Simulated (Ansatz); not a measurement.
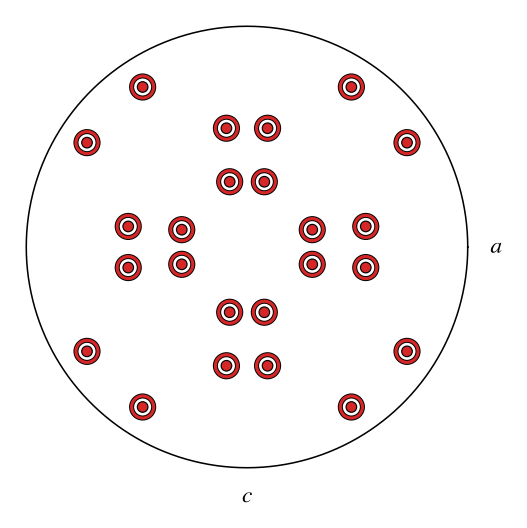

Stereographic projection: filled dots lie in the upper hemisphere, open rings in the lower. The b axis points at the viewer. The poles are all faces of one general form. Computed from the symmetry operations of a computed or model structure of composition Cs, which need not be its known form.

Q: Name the crystal class.

A: m-3m (Oh), order 48, cubic system: three fourfold axes, four threefold axes, six twofold axes, nine mirror planes, an inversion centre.

Q: Can such a crystal be piezoelectric, pyroelectric or chiral?

A: It is centrosymmetric, so neither piezoelectric nor pyroelectric; it is not chiral.
